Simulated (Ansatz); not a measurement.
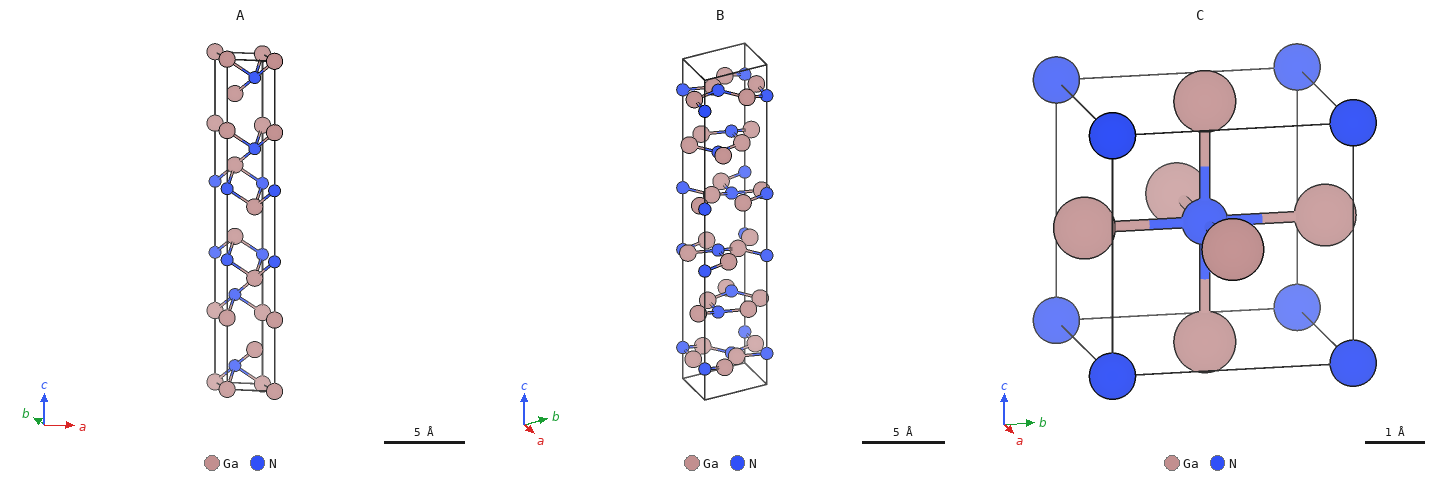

Three structures of Ga3N2, each relaxed to rest (conventional cells in solid outline, small ones repeated, each panel with its own scale). Method: DFT PBE, scalar-relativistic, plane waves, PAW in Ansatz, without spin polarisation.

Question: Give the type and space group of each panel.

Answer: A: 15 atoms a cell on a rhombohedral (trigonal R) lattice, R-3m; B: 30 atoms a cell on a rhombohedral (trigonal R) lattice, R-3c; C: 5 atoms a cell on a primitive cubic lattice, Pm-3m.

Question: Which of these is lowest in energy, and how far above it do the others lie?

Answer: A, then B (+200 meV/atom) and C (+1065 meV/atom), energies at zero smearing.

Question: Collect the results in a table.

Answer:
| panel | structure | E − E(lowest) (meV/atom) | volume (Å³/atom) | gap (eV) |
| --- | --- | --- | --- | --- |
| A | R-3m | 0 | 11.6 | metal |
| B | R-3c | 200 | 16.6 | metal |
| C | Pm-3m | 1065 | 14.8 | metal |

Some of these may be structure types tried for this composition rather than known phases, and the most stable form need not be among them. Gaps are taken on the k-mesh or band path of each run.
